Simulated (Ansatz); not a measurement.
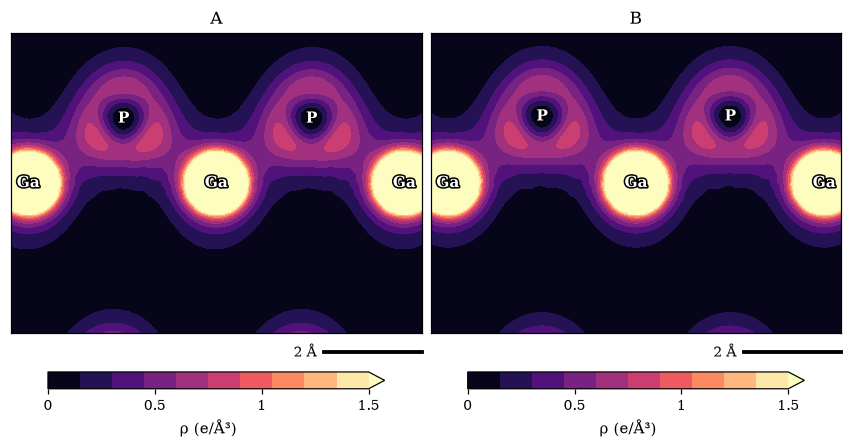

GaP. The valence charge density (pseudo) of two cells that differ in size and shape, on the (011̄) plane of each (indices in the axes of the calculation cell), at one length scale and on one colour scale: B has 20.2 Å³ an atom and A 19.3.

Computed with Ansatz, DFT, PBE, plane waves, PAW.

In a PAW calculation such maps are meaningful between the atoms, not at the nuclei.

What does the compression do to the bonding and the properties?

From the larger cell to the smaller, Ga–P goes from 2.36 to 2.32 Å, and the density at its midpoint from 0.55 to 0.59 e/Å³; the pressure goes from 2.5 to 7 GPa; the Kohn–Sham gap goes from 1.6 eV to 1.3 eV.
